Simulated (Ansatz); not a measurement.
# AlP (F-43m): convergence test of the k-point mesh

How fine a k-point mesh does AlP (F-43m) need? The task is a convergence test of the k-point mesh, for AlP (F-43m).

All numbers are computed with the Python package of Ansatz 0.2.0. Level of theory: DFT PBEsol, plane waves, PAW.

## Step 1: Starting point

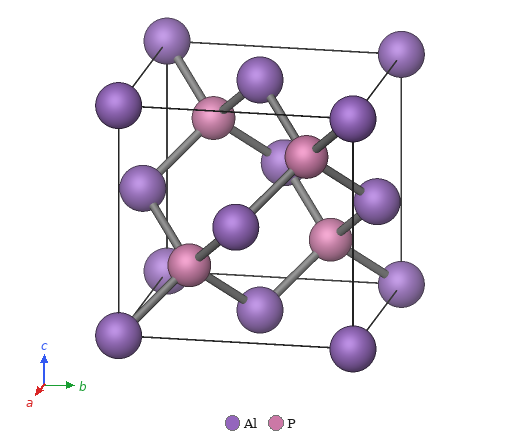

The structure that the script starts from, seen slightly off an axis (aluminium purple, phosphorus pink). The cell is the conventional one. Atoms on cell faces are repeated.

No structure file is read: the coordinates are typed or built in the script.

## Step 2: Script

The input, alp.py:

```python
'''k-point test for AlP.'''

import ansatz
import matplotlib.pyplot as plt


def main() -> None:
    lattice = ansatz.Lattice.of(
        (0.0, 2.7255, 2.7255),
        (2.7255, 0.0, 2.7255),
        (2.7255, 2.7255, 0.0),
    )
    sites = [
        ('Al', (0.0, 0.0, 0.0)),
        ('P', (0.25, 0.25, 0.25)),
    ]
    system = ansatz.Crystal(lattice=lattice)
    for symbol, position in sites:
        system = system.atom(symbol, position)

    calculation = (
        system.calculation()
        .functional('PBEsol')
        .basis(35 * ansatz.Ry)
        .accuracy('low')
        .occupations('methfessel_paxton', width=0.2)
        .scf(tolerance=1e-08, extra_bands=8)
        .forces()
        .stress()
    )

    rows = []
    for value in [0.8, 0.6, 0.5, 0.4, 0.33]:
        r = calculation.kpoints(spacing=value).run(threads=1).report
        rows.append((value, r['free_energy_ev'] / len(r['lattice']['sites']), r['n_iterations'], sum(r['stress_gpa'][i][i] for i in range(3)) / 3, max(abs(f) for row in r['forces_ev_ang'] for f in row), r['n_kpoints']))

    print('spacing (1/A)   F/atom (eV)    iterations       P (GPa)  max component (eV/A)      k-points')
    for row in rows:
        print(f'{str(row[0]):>12s}  {row[1]:12.5f}  {row[2]:12d}  {row[3]:12.3f}  {row[4]:20.4f}  {row[5]:12d}')

    # the last row is the reference
    for row in rows[:-1]:
        shift = 1000 * (row[1] - rows[-1][1])
        print(f'{row[0]}: {shift:+.2f} meV/atom' + ('  (within 1 meV)' if abs(shift) < 1 else ''))
    plt.figure(figsize=(4.5, 3))
    plt.plot([str(row[0]) for row in rows], [1000 * (row[1] - rows[-1][1]) for row in rows], 'o-')
    plt.xlabel('spacing (1/A)')
    plt.ylabel('F - F(last) (meV/atom)')
    plt.tight_layout()
    plt.savefig('kconv.png', dpi=100)


if __name__ == '__main__':
    main()
```

## Step 3: The input behind the calls

The package turns the script's settings into the engine's input (first run):

```yaml
crystal:
  lattice:
    - [0.0, 2.7255, 2.7255]
    - [2.7255, 0.0, 2.7255]
    - [2.7255, 2.7255, 0.0]
  atoms:
    - { symbol: Al, position: [0.0, 0.0, 0.0] }
    - { symbol: P, position: [0.25, 0.25, 0.25] }
accuracy: low
basis:
  ecutwfc: 476.19925930478996
kpoints:
  mp_grid:
    kspacing: 0.8
hamiltonian:
  xc: pbesol
scf:
  n_extra_bands: 8
  convergence:
    dr2_threshold: 1.0e-08
  occupations:
    method: methfessel_paxton
    width: 0.2
output:
  forces: true
  stress: true
```

## Step 4: Running it

The run is started by

```console
> python alp.py
```

Output:

```text
DeckWarning: output.stress: scf.convergence.dr2_threshold = 1e-8 eV is looser than the 2e-10 eV advised for a printed stress (1e-10 eV for each atom of the cell: 2). What an SCF threshold leaves in a stress goes as its square root, and in the free energy as [...]
spacing (1/A)   F/atom (eV)    iterations       P (GPa)  max component (eV/A)      k-points
         0.8    -632.66902             6         2.420                0.0000             4
         0.6    -632.81591             6         1.378                0.0000             8
         0.5    -632.81591             6         1.378                0.0000             8
         0.4    -632.85243             6         1.080                0.0000            10
        0.33    -632.86584             6         0.961                0.0000            20
0.8: +196.82 meV/atom
0.6: +49.93 meV/atom
0.5: +49.93 meV/atom
0.4: +13.41 meV/atom
```

(Warnings from the package without file and line, shortened.)

Wall time 5.1 s (1 thread of Arm Neoverse V1, shared host); peak memory 0.39 GiB.

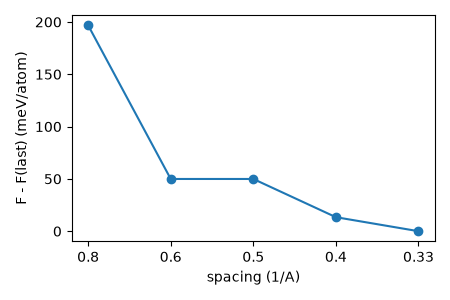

The script's own figure, kconv.png.

## Step 5: Inputs of later runs

The engine's inputs for some of the other runs:

Run 2, against run 1:

```diff
@@ -14 +14 @@
-    kspacing: 0.8
+    kspacing: 0.6
```

Run 3, against run 1:

```diff
@@ -14 +14 @@
-    kspacing: 0.8
+    kspacing: 0.5
```

Run 5, against run 1:

```diff
@@ -14 +14 @@
-    kspacing: 0.8
+    kspacing: 0.33
```

## Step 6: Run by run

The 5 runs, in the order started:

```
run  k spacing  energy from run 5 (meV/atom)  pressure (GPa)  SCF cycles  CPU time (s)
  1        0.8                        196.82            2.42           6          0.49
  2        0.6                         49.93            1.38           6          0.52
  3        0.5                         49.93            1.38           6          0.51
  4        0.4                         13.41            1.08           6          0.66
  5       0.33                          0.00            0.96           6           1.1
```

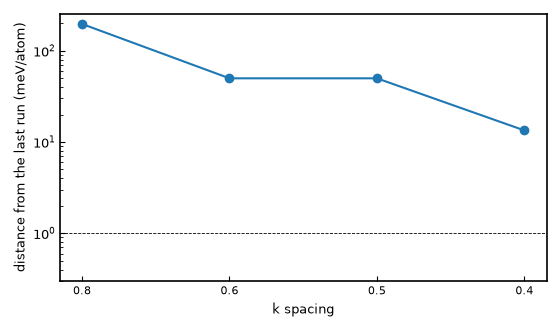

How far each run lies from the last one; the dashed line marks 1 meV/atom.

## Step 7: Summary of results

| quantity | value |
| --- | --- |
| runs compared | 5 |
| last run but one, from the last | +13.41 meV/atom |
| within 5 meV/atom of the last run from | no earlier run |

**Reading.** The last two runs still differ by 13.4 meV/atom, so the sweep hasn't reached convergence. The structure is a deposited one; the phase is the one named, whichever is stable at ambient conditions. Shifts are counted from the finest mesh, which is itself no proven limit.
